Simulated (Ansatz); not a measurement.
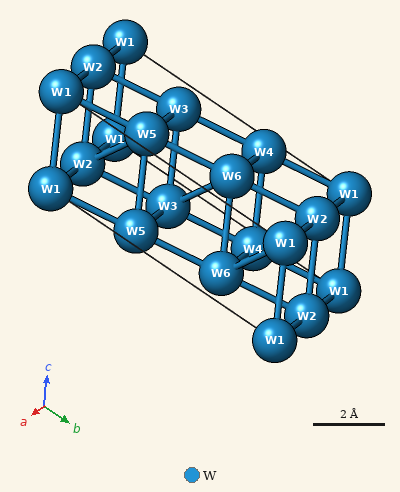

*The input geometry (ball-and-stick view of the cell of the calculation, seen slightly off an axis; atoms are numbered from 1 in the order of the input). An atom can appear more than once, as a periodic image.*

Near neighbours in the periodic cell (some may lie outside the picture): W has 8 W at 2.73 to 2.77 Å.

## Run report: W, single-point calculation

System: W (6 atoms in the cell).
Method: DFT PBE, scalar-relativistic, plane waves, PAW, no spin polarisation (Ansatz 0.2.0).

The structure derives from an entry of the Crystallography Open Database. It belongs to a series of runs on one base structure; here: band edges of the strained film's bulk. Figures and captions count atoms from 1; the log counts them from 0 in places.

What the program printed:
```
Engine: ansatz 0.2.0, aarch64-unknown-linux-gnu
Pseudopotentials: kind: paw
Pseudopotential: W, paw, valence charge 14, recommended cutoff 420 eV (normal), W.paw.azcp
Functional definition: PBE
  parameter kappa = 0.804
  parameter beta = 0.06672455060314922
  exchange = pbe_x(kappa = kappa, mu = beta*pi^2/3)
  correlation = pbe_c(beta = beta)
Crystal: 6 atoms, lattice volume = 95.917 Å³
Basis set: ecut = 420 eV, 1875 PW (Γ), exchange–correlation on 80×108×40 points (8 copies of the dense FFT grid, shifted against one another)
Bands: 51, of which v1, the nominal top of the filled ones, is band 42 counted from 1 (41 counted from 0)
Symmetry: 12 space group operations
Space group: P-1 (ITA 2), of the structure as read, at distance tolerance 4.6e-5 Å
k-points: 263 of 525
Non-local potential: W, projectors of the file, l = 0: 3, l = 1: 2, l = 2: 2, l = 3: 1
PAW form: soft (Blöchl's): semilocal exchange-correlation on the pseudo side does not see the compensation charge
PAW one-centre angular grid: W, 590 points (default); XC on 64 Gauss nodes
Initial density: superposition of atomic densities (neutral atoms: chi_scale 0, normalization atom), corrected by the library's trained network
Initial wavefunctions: pseudopotential atomic-orbital guess
Functional: x = pbe(κ = 0.804, μ = 0.2195149727645171), c = pbe(β = 0.06672455060314922)
SCF iter   1: F=—  HF=-62308.923363 eV  |F-HF|=—  |Δ(HF+E_count)|=         —  Δρ=1.99e-3  dr2=1.81e-3  ethr=1.77e-3  ⟨swp⟩=4.4  Hψ=48852  notcnv=0
preconditioner: auto → Kerker (q_TF=auto, 2.669 Å⁻¹)  [metal: Δε(μ)=0.006 eV  Ē_g=5.246 eV  σ=0.100 eV  W_gap=0.03  n_scr=28 (ndim 8)  ℏωp=22.7 eV  f_vac=0.000  D(μ)=2.56/eV (n_scr^D=12)]
SCF iter   2: F=—  HF=-62308.922749 eV  |F-HF|=—  |Δ(HF+E_count)|=   6.14e-4  Δρ=1.16e-3  dr2=6.51e-4  ethr=2.16e-6  ⟨swp⟩=2.0  Hψ=26287  notcnv=0  defer=1
SCF iter   3: F=—  HF=-62308.922837 eV  |F-HF|=—  |Δ(HF+E_count)|=   8.83e-5  Δρ=1.34e-4  dr2=7.65e-6  ethr=7.75e-7  ⟨swp⟩=2.1  Hψ=21414  notcnv=0  defer=1
SCF iter   4: F=—  HF=-62308.922792 eV  |F-HF|=—  |Δ(HF+E_count)|=   4.50e-5  Δρ=3.01e-5  dr2=5.43e-7  ethr=9.11e-9  ⟨swp⟩=2.0  Hψ=22514  notcnv=0  defer=1
iter 5 did not close the SCF: its close was put off for the readings that it lacked (scf_convergence_deferred on its scf_iter line)
SCF iter   5: F=-62308.922792 eV  HF=-62308.922792 eV  |F-HF|=1.55e-9  |Δ(HF+E_count)|=   1.71e-9  Δρ=5.58e-6  dr2=1.79e-8  ethr=6.46e-10  ⟨swp⟩=2.0  Hψ=17057  notcnv=0  defer=1
SCF iter   6: F=-62308.922792 eV  HF=-62308.922792 eV  |F-HF|=5.82e-11  |Δ(HF+E_count)|=  2.91e-11  Δρ=8.39e-7  dr2=3.03e-10  ethr=2.14e-11  ⟨swp⟩=6.5  Hψ=45413  notcnv=0
SCF 1 converged in 6 iterations: F = -62308.922792 eV  dr2 = 3.03e-10
  greatest PAW one-centre occupation: 1.000 electrons in one spin orbital (limit 2), on the W atom at site 5 (counted from 0), in its partial waves of l = 0
SCF converged after 6 iterations
Free energy (F): -62308.922792 eV
Harris-Foulkes:  -62308.922792 eV  (|F-HF|=5.82e-11)
Internal energy: -62308.909859 eV  (E = F + TS)
E sigma→0 (E₀):  -62308.916325 eV
Entropy (-TS):   -0.012934 eV (-2.156 meV/atom)
Fermi energy:    22.434938 eV
--- Per-component energies (eV) ---
  E_band       = -505.847630
  E_kinetic    = 2699.793405
  E_local      = -3626.793576  (includes V_loc(G=0)·N_el)
  E_nonlocal   = 1.827134
  E_hartree    = 1300.957282
  E_xc         = -1601.966130
  E_vxc        = -1433.163539  (∫ρ·V_xc dr)
  E_paw        = -51374.559440  (= ΣΔE_a)
  E_vpaw       = -749.424681  (= ΣTr[D̂ρ^β])
  E_aug_tail   = -0.000354  (compensation charges beyond the density's cutoff)
  E_ewald      = -9708.168180
  E_smearing   = -0.012934  (= −TS)
  E_closure    = 0.000000  (closes the sum)
  Σ components = -62308.922792   (vs F -62308.922792, Δ=0.00e0)
--- Forces (eV/Å), atoms counted from 1 ---
  atom   1  W      0.00000000     0.00000000    -0.00000000
  atom   2  W     -0.00000000     0.00000000     0.00000000
  atom   3  W     -0.00000000     0.00000000    -0.00000000
  atom   4  W      0.00000000    -0.00000000     0.00000000
  atom   5  W      0.00000000    -0.00000000     0.00000000
  atom   6  W      0.00000000     0.00000000     0.00000000
  max |Σ_I F_I| component: 6.47e-26 eV/Å
--- Stress (GPa, compression-positive) ---
        3.947731       0.233856      -0.052709
        0.233856       4.626487      -0.042704
       -0.052709      -0.042704       0.003113
  P = ⅓ Tr σ = 2.8591 GPa (28.591 kbar)
--- Band table (eV; the first three rows and the last of 263) ---
  k-point 0: bands = ["-51.7111", "-51.6128", "-51.6128", "-51.5783", "-51.5783", "-51.5742", "-16.6016", "-16.4408", "-16.4408", "-16.2811", "-16.2811", "-15.8011", "-15.8011", "-15.7506", "-15.6385", "-15.6385", "-15.4411", "-15.4411", "-15.3447", "-15.3397", "-15.3327", "-15.3327", "-15.3214", "-15.3026", "12.8245", "16.0451", "16.0451", "16.1992", "17.1071", "17.1071", "18.9850", "19.1598", "19.1598", "19.3254", "19.3254", "20.9105", "20.9105", "20.9584", "20.9584", "21.0780", "21.1081", "21.3544", "23.1526", "24.2808", "24.2808", "24.3466", "24.4125", "24.4125", "24.5789", "24.7062", "25.0798"]
  k-point 1: bands = ["-51.7058", "-51.6225", "-51.6005", "-51.5854", "-51.5703", "-51.5693", "-16.5866", "-16.4892", "-16.3858", "-16.3700", "-16.1781", "-15.8236", "-15.7703", "-15.7506", "-15.6862", "-15.6041", "-15.4810", "-15.4572", "-15.4013", "-15.3782", "-15.3524", "-15.3500", "-15.3379", "-15.3035", "13.0325", "15.9597", "16.3201", "16.3785", "16.9666", "17.4964", "19.0704", "19.1793", "19.1920", "19.4264", "19.5346", "20.2033", "20.4868", "20.9588", "20.9960", "21.0675", "21.1650", "21.5533", "22.2973", "23.6875", "23.9319", "24.0823", "24.4053", "24.4402", "24.6601", "24.7119", "25.1147"]
  k-point 2: bands = ["-51.6910", "-51.6279", "-51.5895", "-51.5878", "-51.5601", "-51.5593", "-16.5438", "-16.5039", "-16.4144", "-16.3518", "-16.1060", "-15.8420", "-15.8258", "-15.7646", "-15.6650", "-15.5764", "-15.5645", "-15.5596", "-15.5187", "-15.4857", "-15.3963", "-15.3852", "-15.3839", "-15.3048", "13.6232", "15.9744", "16.7882", "16.8530", "17.0521", "18.0833", "19.0632", "19.1084", "19.3053", "19.7481", "19.8045", "19.8911", "20.0451", "20.5783", "20.6372", "20.9073", "20.9283", "21.0753", "22.1429", "22.9958", "23.0696", "23.7397", "24.0928", "24.3785", "24.7411", "24.9828", "25.1009"]
  k-point 262: bands = ["-51.6699", "-51.6214", "-51.6127", "-51.6103", "-51.5723", "-51.5679", "-16.3891", "-16.2645", "-16.2102", "-16.1812", "-16.1216", "-16.0937", "-15.8553", "-15.7318", "-15.6601", "-15.6412", "-15.6203", "-15.5596", "-15.4894", "-15.4725", "-15.4262", "-15.3624", "-15.3608", "-15.3461", "14.3592", "15.9753", "16.1814", "16.4949", "17.4007", "18.1315", "19.3440", "19.5154", "19.5834", "19.6609", "19.7923", "20.0912", "20.3828", "20.4724", "20.5237", "20.5745", "20.6413", "20.6561", "22.8123", "22.8562", "23.6364", "23.7065", "23.9590", "24.0568", "24.7600", "25.0449", "25.0669"]
```

The run was set up as follows.

Input:
```yaml
crystal:
  lattice:
    - [5.4697609942, -1.7754e-06, -0.003901304]
    - [-2.5107e-06, 7.7354089447, -0.0070403017]
    - [-0.913247646, -1.2913032958, 2.2687765236]
  atoms:
    - { symbol: W, position: [0.0, 0.0, 0.0] }
    - { symbol: W, position: [0.5, 0.0, 0.0] }
    - { symbol: W, position: [0.3333333333, 0.3333333333, 0.0] }
    - { symbol: W, position: [0.1666666667, 0.6666666667, 0.0] }
    - { symbol: W, position: [0.8333333333, 0.3333333333, 0.0] }
    - { symbol: W, position: [0.6666666667, 0.6666666667, 0.0] }
basis:
  ecutwfc: 420
kpoints:
  mp_grid: { grid: [7, 5, 15] }
hamiltonian:
  xc: pbe
scf:
  occupations: { method: gaussian, width: 0.1 }
output:
  forces: true
  stress: true
  eigenvalues: true
```

Command:
```bash
ansatz run input.yaml --threads 4 --pin off --max-ram 10240MiB --backend cpu --events-out ev --progress --plain --runs-dir out
```

Results in brief:

```tsv
quantity	value
outcome	converged
space group (tolerance 0.01 Å)	Fmmm (69)
electrons treated	84
free energy	−62308.9228 eV
Fermi energy	22.435 eV
gap on the k-point mesh	none (metallic)
pressure	2.86 GPa
largest force (length of the vector)	under 0.001 eV/Å
hardware	4 threads of Arm Neoverse V1, 24 GiB of memory available, shared host
wall time	17 s (CPU time 68 s)
peak memory	1 GiB
```

Spin–orbit coupling is left out, which matters for W.
